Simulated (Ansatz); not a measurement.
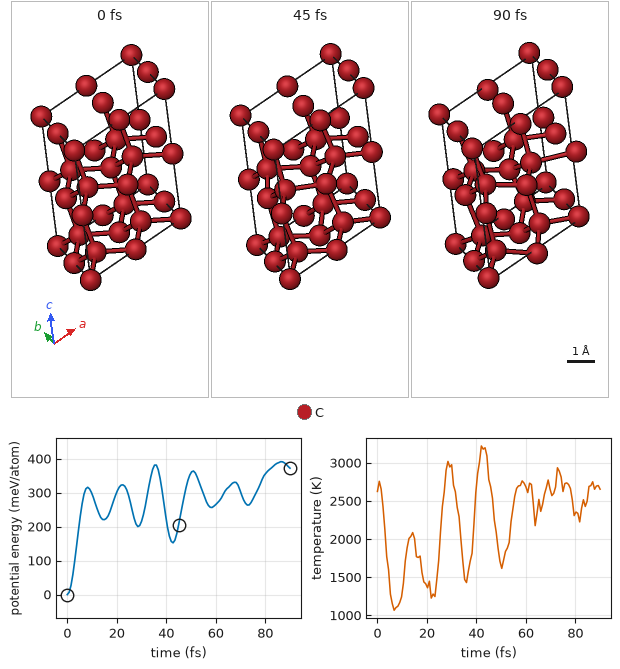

First-principles dynamics of a 16-atom cell of C, 90 fs long. The cell was cut from the diamond crystal. Frames and the history of the run. The picture is a ball-and-stick view of the reduced simulation cell, seen slightly off an axis. Bonds to atoms that aren't drawn are left out. Lengths and directions refer to the drawn axes.

The calculation used DFT PBE, scalar-relativistic, plane waves, PAW in Ansatz 0.2.0. Settings: plane-wave cutoff 420 eV; k-point mesh 3 × 3 × 3; Fermi-Dirac smearing 0.24 eV; volume 1.05 times that of the relaxed crystal; Langevin thermostat (NVT); set temperature 2800 K; time step 0.75 fs; friction 0.02 per fs.

### Describe the run.

Over the second half the temperature averages 2490 K (spread ±306 K). The potential energy in the second half lies on average 318 meV per atom above the first frame. In the second half of the run the atoms are, in the root-mean-square, this far from where they began (common drift taken out): C 0.14 Å. The run lasts only 90 fs, too short to tell vibration from diffusion.
